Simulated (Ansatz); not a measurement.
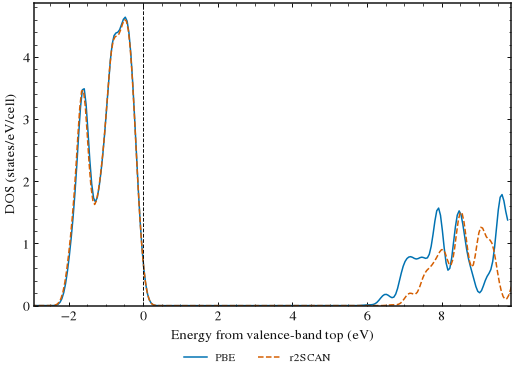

Total densities of states of LiCl, space group Imm2, 2 atoms in the cell, zincblende type, shear (xy) strain −1.2%, by two methods on the same cell. The curves are built from the levels of the k mesh with Gaussians 0.3 eV wide, which also blur the band edges. Each is counted from its own valence-band top.

### How do the methods compare?

PBE gives a gap of 6.02 eV and r2SCAN gives a gap of 6.69 eV.

Settings. PBE: DFT, PBE, plane waves, PAW, no spin polarisation, 8×8×8 k mesh, 420 eV cutoff (Ansatz). r2SCAN: DFT, r2SCAN, plane waves, PAW, no spin polarisation, 8×8×8 k mesh, 500 eV cutoff (Ansatz 0.2.0).
